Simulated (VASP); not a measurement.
BaTiO3, space group P4mm (No. 99), a = 4.002 Å, b = 4.002 Å, c = 4.370 Å, α = 90.00°, β = 90.00°, γ = 90.00°

```tsv
site	Wyckoff	x	y	z
Ba	1a	0.0000	0.0000	0.9811
Ti	1b	0.5000	0.5000	0.4645
O1	2c	0.0000	0.5000	0.5223
O2	1b	0.5000	0.5000	0.0527
```

Origin: coordinates from a relaxation with VASP Kohn-Sham DFT of a periodic cell, revPBE, VASP PAW PBE potentials, recommended (VASP 6.6.1).

Question: Describe the coordination of Ti.

Answer: TiO6: a slightly distorted octahedron (coordination number 6, S = 0.56; next best trigonal prism, S = 17.2). Bonds: 1 × Ti–O 1.80 Å, 4 × Ti–O 2.02 Å and 1 × Ti–O 2.57 Å. The next neighbour, not counted, lies at 3.53 Å.

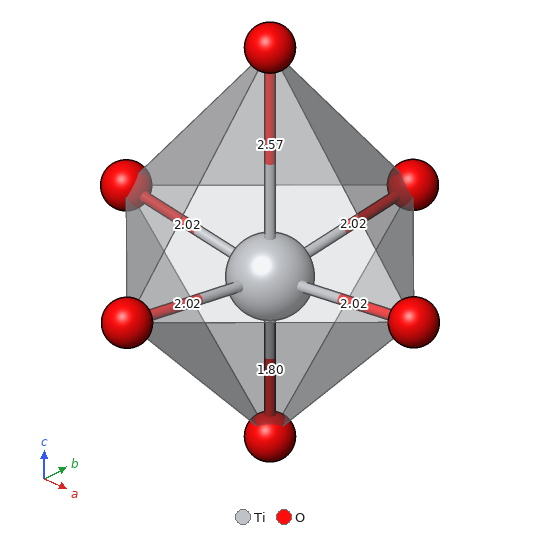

The polyhedron about Ti. Continuous shape measures are computed against ideal polyhedra (0 is ideal; above about 3 the distortion is strong).
